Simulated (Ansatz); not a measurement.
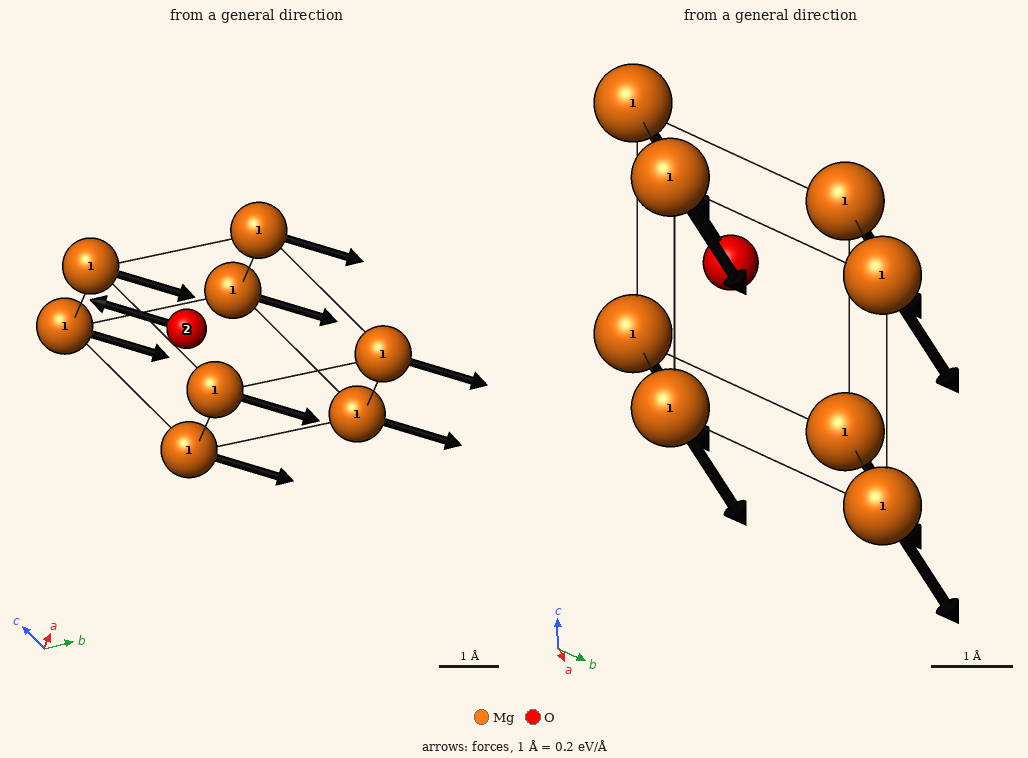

A spheres-only rendering, viewed from two general directions. The parallelepiped is the cell (the run's own, in a reduced setting). The arrows are the computed forces on the atoms.

System: MgO. Computational set-up: DFT PBE, scalar-relativistic, plane waves, PAW in Ansatz, E_cut = 420 eV, k-points about 0.23 Å⁻¹ apart, Gaussian smearing of 0.02 eV, no spin polarisation.

### Are the atoms in equilibrium?

No. The atoms still feel forces of up to about 0.29 eV/Å, far above a usual threshold of 0.01 to 0.03 eV/Å.

### On which atom is the force largest?

Mg1 and O2, about 0.29 eV/Å.

Origin of the cell: a structure listed in the Materials Project. The cell was then strained or its atoms displaced on purpose. It went into a calculation with Ansatz.
